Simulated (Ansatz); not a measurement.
Sr

```
Sr
1.0
     6.08470    0.00000    0.00000
     0.00000    6.08470    0.00000
     0.00000    0.00000    6.08470
Sr
4
Direct
  0.00000 0.00000 0.00000
  0.50000 0.50000 0.00000
  0.50000 0.00000 0.50000
  0.00000 0.50000 0.50000
```

Space group Fm-3m.

The calculation used Kohn-Sham DFT of a periodic cell, r2SCAN with rVV10, Ansatz PAW accurate (Ansatz 0.2.0).

The density is the valence pseudo-density of a PAW calculation; it isn't the true density close to the nuclei.

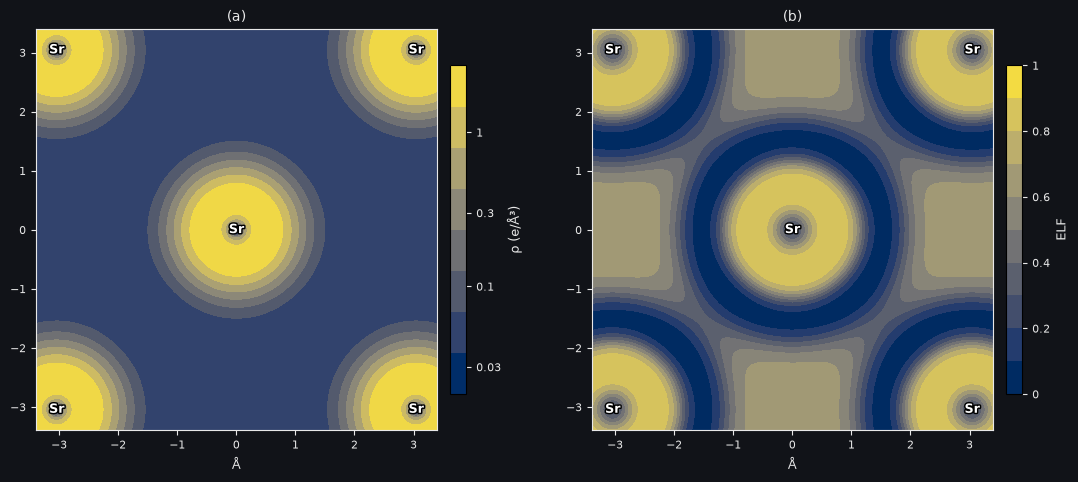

Figure 1. (a) valence electron density; (b) electron localisation function on the (100) plane of the conventional cell.

Q: Interpret the plot.

A: The plane passes through Sr nuclei. Sr–Sr (4.30 Å): ρ at the midpoint is about 0.04 e/Å³; the ELF is about 0.30 at the midpoint (no localised pair shows between them). Between the atoms the lowest density in this plane is 0.04 e/Å³. The features right at Sr lie inside the PAW spheres, where the map follows smoothed inner orbitals and isn't to be read closely.

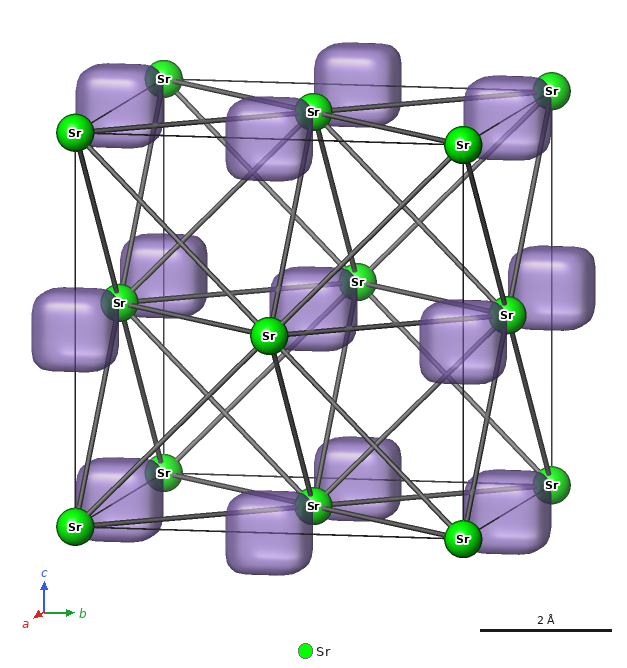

Figure 2. Isosurface of the ELF at 0.65 (purple), seen slightly off an axis. Only the valence region is drawn (cores and ρ < 0.01 e/Å³ removed). Sticks mark near contacts.

Q: Describe the localisation domains.

A: The ELF exceeds this value in four pockets between the atoms, centred on no nucleus (multi-centre or interstitial), counted in one cell of 4 atoms. Any copies at cell faces, edges or corners count once. There are no localised bonds or lone pairs at this value.

Q: Does the calculation give a band gap?

A: It is gapless in this calculation (a metal or semimetal).
